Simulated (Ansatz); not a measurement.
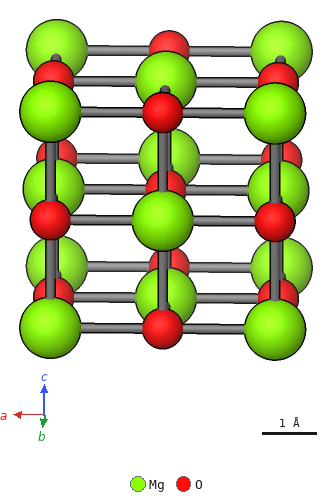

Phonons of crystalline MgO relaxed at 1 GPa, space group Fm-3m (No. 225), at the zone centre. The picture is a ball-and-stick view of the conventional cell (4 times the calculation's cell), seen from a free direction. Lengths and directions refer to the drawn axes.

The calculation used DFT PBEsol, scalar-relativistic, plane waves, PAW (Ansatz).

Input
```yaml
crystal:
  lattice:
    - [0.0, 2.1026649914, 2.1026649914]
    - [2.1026649914, 0.0, 2.1026649914]
    - [2.1026649914, 2.1026649914, 0.0]
  atoms:
    - { symbol: Mg, position: [0.0, 0.0, 0.0] }
    - { symbol: O, position: [0.5, 0.5, 0.5] }
basis:
  ecutwfc: 420
kpoints:
  mp_grid: { grid: [10, 10, 10] }
hamiltonian:
  xc: pbesol
scf:
  occupations: { method: fixed }
output:
  eigenvalues: true
phonons:
  method: dfpt
  dielectric: true
  rigid_motions: translations
  eigenvectors: true
```

Launched with:
```bash
ansatz run input.yaml --threads 1 --pin off --max-ram 3072MiB --backend cpu --events-out ev --progress --plain --runs-dir out
```

Frequencies are those without the non-analytic (LO–TO) term.

**Which optical modes does it have, at what frequencies, and is it stable there?**

The calculation's cell holds 2 atoms, so there are 3 optical modes, in 1 level. The optical modes span T₁u. No level is unstable.

```json
{"level": "1", "symmetry": "T₁u", "frequency (cm⁻¹)": "393", "activity": "infrared-active"}
```

The modes drawn as arrows (one member of each degenerate set):

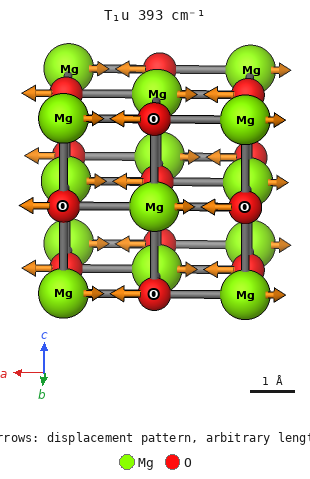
